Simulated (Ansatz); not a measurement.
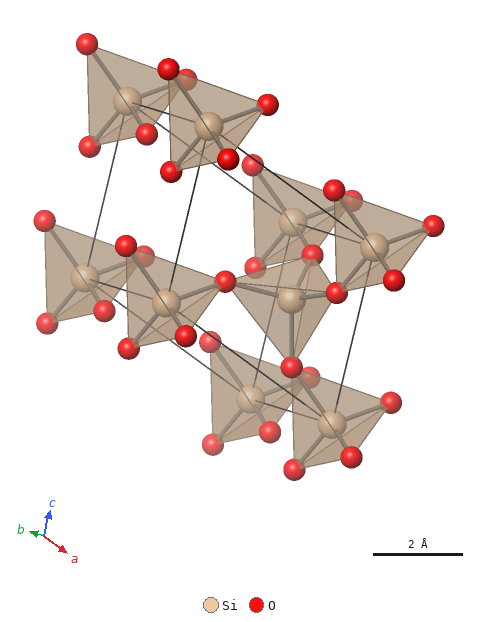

Fig. 1: The input geometry (polyhedral view of the cell of the calculation, seen slightly off an axis; polyhedra are completed across the faces of the cell). An atom can appear more than once, as a periodic image.

## SiO$_{2}$: single-point calculation

The run: single-point calculation of SiO$_{2}$ (6 atoms in the cell). Method and program: DFT LDA, scalar-relativistic, plane waves, PAW, no spin polarisation (Ansatz 0.2.0).

The structure derives from a Materials Project entry. Figures and captions count atoms from 1; the log counts them from 0 in places.

## The program's output
```
Engine: ansatz 0.2.0, x86_64-unknown-linux-gnu
Pseudopotentials: kind: paw
Pseudopotential: Si, paw, valence charge 4, recommended cutoff 420 eV (normal), Si.paw.azcp
Pseudopotential: O, paw, valence charge 6, recommended cutoff 420 eV (normal), O.paw.azcp
Functional definition: SPW92
  exchange = slater_x
  correlation = pw_c
Crystal: 6 atoms, lattice volume = 89.739 Å³
Basis set: ecut = 420 eV, 1769 PW (Γ)
Bands: 22, of which v1, the nominal top of the filled ones, is band 16 counted from 1 (15 counted from 0)
Symmetry: 8 space group operations
Space group: I-42d (ITA 122), of the structure as read, at distance tolerance 4.5e-5 Å
k-points: 30 of 216 (time reversal used)
Non-local potential: Si, projectors of the file, l = 0: 2, l = 1: 2, l = 2: 2
Non-local potential: O, projectors of the file, l = 0: 2, l = 1: 2, l = 2: 1
PAW form: soft (Blöchl's): semilocal exchange-correlation on the pseudo side does not see the compensation charge
PAW frozen core: Si, regenerated for the run's functional, and the local potential with it (the file was generated under x = pbe(κ = 0.804, μ = 0.2195149727645171), c = pbe(β = 0.06672455060314922))
PAW frozen core: O, regenerated for the run's functional, and the local potential with it (the file was generated under x = pbe(κ = 0.804, μ = 0.2195149727645171), c = pbe(β = 0.06672455060314922))
PAW one-centre angular grid: Si, 110 points (default); XC on 64 Gauss nodes
PAW one-centre angular grid: O, 110 points (default); XC on 64 Gauss nodes
Initial density: superposition of atomic densities (neutral atoms: chi_scale 0, normalization atom), corrected by the library's trained network
Initial wavefunctions: pseudopotential atomic-orbital guess
Functional: x = slater, c = lda
SCF iter   1: F=—  HF=-3445.400911 eV  |F-HF|=—  |Δ(HF+E_count)|=         —  Δρ=1.16e-2  dr2=1.09e-1  ethr=1.77e-3  ⟨swp⟩=6.4  Hψ=3939  notcnv=0
preconditioner: auto → none  [insulator: Δε(μ)=5.543 eV  Ē_g=16.265 eV  σ=0.100 eV  W_gap=1.00  n_scr=14 (ndim 8)  ℏωp=22.2 eV  f_vac=0.253  D(μ)=0.00/eV (n_scr^D=0)  ε∞_Penn≈2.9]
SCF iter   2: F=—  HF=-3445.374720 eV  |F-HF|=—  |Δ(HF+E_count)|=   2.62e-2  Δρ=5.76e-3  dr2=1.42e-2  ethr=3.41e-4  ⟨swp⟩=2.0  Hψ=1381  notcnv=0  defer=51
SCF iter   3: F=—  HF=-3445.369845 eV  |F-HF|=—  |Δ(HF+E_count)|=   4.87e-3  Δρ=1.37e-3  dr2=6.06e-4  ethr=4.43e-5  ⟨swp⟩=2.0  Hψ=969  notcnv=0  defer=21
automatic band count: iteration 3 solves 21 bands in place of 22: the levels show a gap, and the empty bands left out lie too high to hold charge; the band table lists the bands solved (type scf.n_extra_bands for more)
SCF iter   4: F=—  HF=-3445.369607 eV  |F-HF|=—  |Δ(HF+E_count)|=   2.39e-4  Δρ=1.14e-4  dr2=9.40e-6  ethr=1.90e-6  ⟨swp⟩=2.0  Hψ=1089  notcnv=0  defer=21
SCF iter   5: F=—  HF=-3445.369602 eV  |F-HF|=—  |Δ(HF+E_count)|=   4.33e-6  Δρ=2.10e-5  dr2=1.55e-7  ethr=2.94e-8  ⟨swp⟩=2.7  Hψ=1137  notcnv=0  defer=21
SCF iter   6: F=-3445.369602 eV  HF=-3445.369602 eV  |F-HF|=1.09e-9  |Δ(HF+E_count)|=   8.71e-9  Δρ=1.67e-6  dr2=1.62e-9  ethr=3.13e-10  ⟨swp⟩=8.7  Hψ=3013  notcnv=0
SCF 1 converged in 6 iterations: F = -3445.369602 eV  dr2 = 1.62e-9
  greatest PAW one-centre occupation: 0.857 electrons in one spin orbital (limit 2), on the O atom at site 5 (counted from 0), in its partial waves of l = 0
```

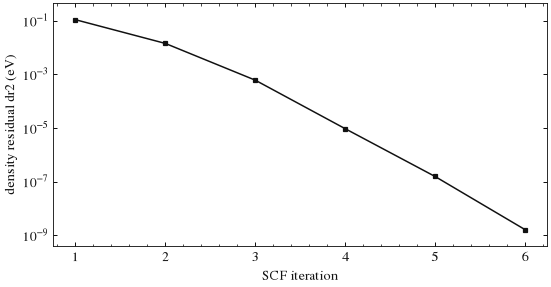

Fig. 2: Convergence of the self-consistent field: density residual dr2 against the SCF iteration. The residual falls at every step.

```
SCF converged after 6 iterations
Free energy (F): -3445.369602 eV
Harris-Foulkes:  -3445.369602 eV  (|F-HF|=1.09e-9)
Internal energy: -3445.369602 eV  (E = F + TS)
E sigma→0 (E₀):  -3445.369602 eV
Fermi energy:    3.304615 eV
--- Per-component energies (eV) ---
  E_band       = -197.842742
  E_kinetic    = 800.353199
  E_local      = -2347.219522  (includes V_loc(G=0)·N_el)
  E_nonlocal   = 250.898510
  E_hartree    = 863.249881
  E_xc         = -401.167903
  E_vxc        = -469.424476  (∫ρ·V_xc dr)
  E_paw        = -1566.043711  (= ΣΔE_a)
  E_vpaw       = -158.960903  (= ΣTr[D̂ρ^β])
  E_aug_tail   = 0.010682  (compensation charges beyond the density's cutoff)
  E_ewald      = -1046.007085
  E_core_change = 0.556347  (= ΣΔE_core)
  E_smearing   = -0.000000  (= −TS)
  E_closure    = -0.000000  (closes the sum)
  Σ components = -3445.369602   (vs F -3445.369602, Δ=0.00e0)
--- Forces (eV/Å), atoms counted from 1 ---
  atom   1  Si     0.00000000    -0.00000000    -0.00000000
  atom   2  Si     0.00000000     0.00000000    -0.00000000
  atom   3  O     -0.09397040     0.00000000    -0.00000000
  atom   4  O     -0.00000000    -0.09397040     0.00000000
  atom   5  O     -0.00000000     0.09397040     0.00000000
  atom   6  O      0.09397040     0.00000000     0.00000000
  max |Σ_I F_I| component: 2.60e-17 eV/Å
--- Stress (GPa, compression-positive) ---
       -1.521307       0.000000       0.000000
        0.000000      -1.521307       0.000000
        0.000000       0.000000      -1.530380
  P = ⅓ Tr σ = -1.5243 GPa (-15.243 kbar)
--- Band table (eV; the first three rows and the last of 30) ---
  k-point 0: bands = ["-18.5126", "-16.3571", "-16.3571", "-16.2961", "-8.8105", "-5.1084", "-5.1084", "-4.8397", "-2.1085", "-1.6814", "-1.1679", "-1.1679", "-1.1123", "-0.2332", "0.4544", "0.4544", "6.1536", "9.0516", "10.8861", "10.8861", "10.9510"]
  k-point 1: bands = ["-18.3972", "-16.5485", "-16.3645", "-16.3110", "-8.5207", "-5.3410", "-4.9700", "-4.7017", "-2.1862", "-1.5876", "-1.4763", "-1.2179", "-1.1807", "-0.1980", "0.3719", "0.3759", "6.7266", "9.3958", "10.2038", "10.6469", "11.6680"]
  k-point 2: bands = ["-18.0677", "-17.0190", "-16.3760", "-16.3448", "-7.7710", "-5.9348", "-4.6480", "-4.4828", "-2.3368", "-1.9611", "-1.5314", "-1.5127", "-0.9995", "-0.2263", "0.1854", "0.2182", "8.0614", "9.8691", "10.0216", "10.4946", "11.6347"]
  k-point 29: bands = ["-17.5672", "-17.5672", "-16.3938", "-16.3938", "-6.6333", "-6.6333", "-4.5166", "-4.5166", "-2.0827", "-2.0827", "-1.6636", "-1.6636", "-1.0314", "-1.0314", "0.1316", "0.1316", "9.1249", "9.1249", "10.4900", "10.4900", "11.9292"]
```

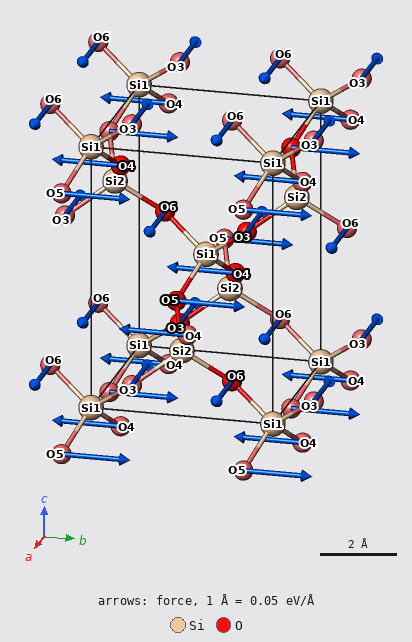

Fig. 3: Forces on the atoms as blue arrows (ball-and-stick view of the cell 2 times as large as that of the calculation, set on its symmetry axes, seen slightly off an axis; neighbours outside the cell are drawn fainter; atoms are numbered from 1 in the order of the input). The largest act on all 4 O atoms (0.09 eV/Å). The geometry is not a stationary point of this energy.

This output came from the following input.

## Input file
```yaml
crystal:
  lattice:
    - [-2.4772904627, 2.4772904627, 3.6556712422]
    - [2.4772904627, -2.4772904627, 3.6556712422]
    - [2.4772904627, 2.4772904627, -3.6556712422]
  atoms:
    - { symbol: Si, position: [0.0, 0.0, 0.0] }
    - { symbol: Si, position: [0.75, 0.25, 0.5] }
    - { symbol: O, position: [0.375, 0.22178613, 0.34678613] }
    - { symbol: O, position: [0.97178613, 0.625, 0.84678613] }
    - { symbol: O, position: [0.77821387, 0.125, 0.15321387] }
    - { symbol: O, position: [0.875, 0.02821387, 0.65321387] }
basis:
  ecutwfc: 420
kpoints:
  mp_grid: { grid: [6, 6, 6] }
hamiltonian:
  xc: lda
scf:
  occupations: { method: gaussian, width: 0.1 }
output:
  forces: true
  stress: true
  eigenvalues: true
```

Run as:
```bash
ansatz run input.yaml --threads 1 --pin off --max-ram 2560MiB --backend cpu --events-out ev --progress --plain --runs-dir out
```

## Summary

| quantity | value |
| --- | --- |
| outcome | converged |
| space group (tolerance 0.01 Å) | I-42d (122) |
| electrons treated | 32 |
| free energy | −3445.3696 eV |
| Fermi energy | 3.305 eV |
| gap on the k-point mesh | 5.70 eV |
| pressure | −1.52 GPa |
| largest force (length of the vector) | 0.094 eV/Å |
| hardware | 1 thread of Intel Xeon @ 2.90GHz (Ice Lake), 192 GiB of memory available, shared host |
| wall time | 5.2 s |
| peak memory | 0.37 GiB |
